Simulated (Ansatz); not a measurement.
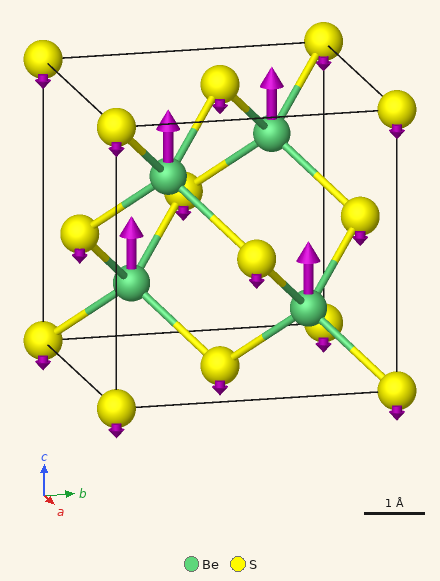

The lowest optical mode of a crystal of BeS (a generated structure), space group F-43m (No. 216), at the zone centre. The purple arrows are the displacements of the atoms (eigenvector over the root of the mass), of arbitrary overall length and sign. Style: ball-and-stick. Shown: the conventional cell (4 times the calculation's cell), slightly off an axis. Lengths and directions refer to the drawn axes.

Method: DFT PBE, scalar-relativistic, plane waves, PAW (Ansatz).

Input
```yaml
crystal:
  lattice:
    - [0.0, 2.4380676598, 2.4380676598]
    - [2.4380676598, 0.0, 2.4380676598]
    - [2.4380676598, 2.4380676598, 0.0]
  atoms:
    - { symbol: Be, position: [0.75, 0.75, 0.75] }
    - { symbol: S, position: [0.0, 0.0, 0.0] }
basis:
  ecutwfc: 420
kpoints:
  mp_grid: { grid: [8, 8, 8] }
hamiltonian:
  xc: pbe
scf:
  occupations: { method: fixed }
output:
  eigenvalues: true
phonons:
  method: dfpt
  dielectric: true
  rigid_motions: translations
  eigenvectors: true
  qmesh: [4, 4, 4]
  temperatures: { t_max: 1000, t_step: 100 }
  qpath:
    path:
      - [[0.0, 0.0, 0.0], [-0.5, -0.5, 0.0], [-0.375, -0.375, 0.25]]
      - [[-0.375, 0.0, 0.375], [0.0, 0.0, 0.0], [0.0, 0.0, 0.5], [-0.5, -0.25, 0.25], [-0.5, -0.5, 0.0]]
    npoints: 8
```

Launched with:
```bash
ansatz run input.yaml --threads 1 --pin off --max-ram 2048MiB --backend cpu --events-out ev --progress --plain --runs-dir out
```

Frequencies are those without the non-analytic (LO–TO) term.

**Is this crystal at a minimum with respect to the drawn distortion?**

Yes: this softest mode has a real frequency, and so have all others here. That speaks for this wave vector alone: the rest of the zone wasn't checked in this run. This is the T₂ mode (triply degenerate; one member of the set is drawn) at 69.2 meV, the only optical level, infrared- and Raman-active by symmetry. The Be sublattice moves against the S sublattice, along c; the kinetic energy is shared as Be 78 %, S 22 %. Its infrared intensity is 26 (D/Å)²/amu for the set. The value is the transverse one; the longitudinal partner lies at 657 cm⁻¹.
